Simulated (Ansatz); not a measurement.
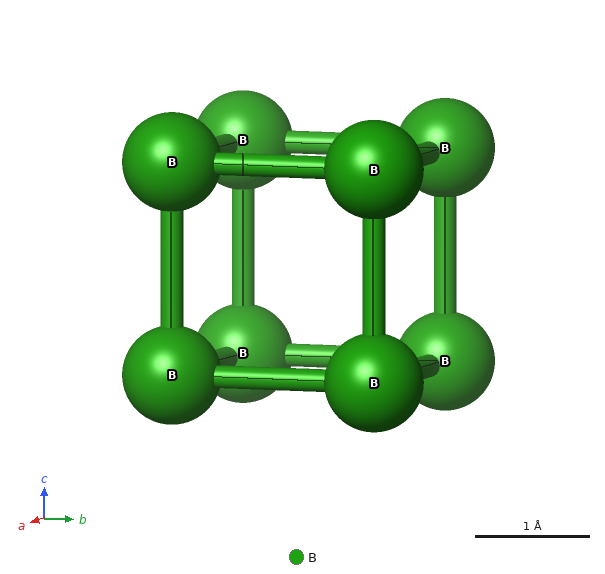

Ball-and-stick representation of a periodic structure, projected slightly off an axis. The wireframe shows the conventional unit cell.

Sticks mark B–B up to 1.95 Å (cut-off distances).

### Count the atoms in the cell.

1 (boron), counting shared atoms by their share.

### State the lattice type.

Primitive cubic.

### Which space group does it belong to?

Pm-3m (No. 221), with B on 1a.

### Describe the connectivity.

The bonds build a three-dimensional framework.

Source of the structure: a textbook structure type filled with this element (whether it is the usual form wasn't checked). The final geometry of a relaxation with Ansatz, DFT r2SCAN, scalar-relativistic, plane waves, PAW is shown.
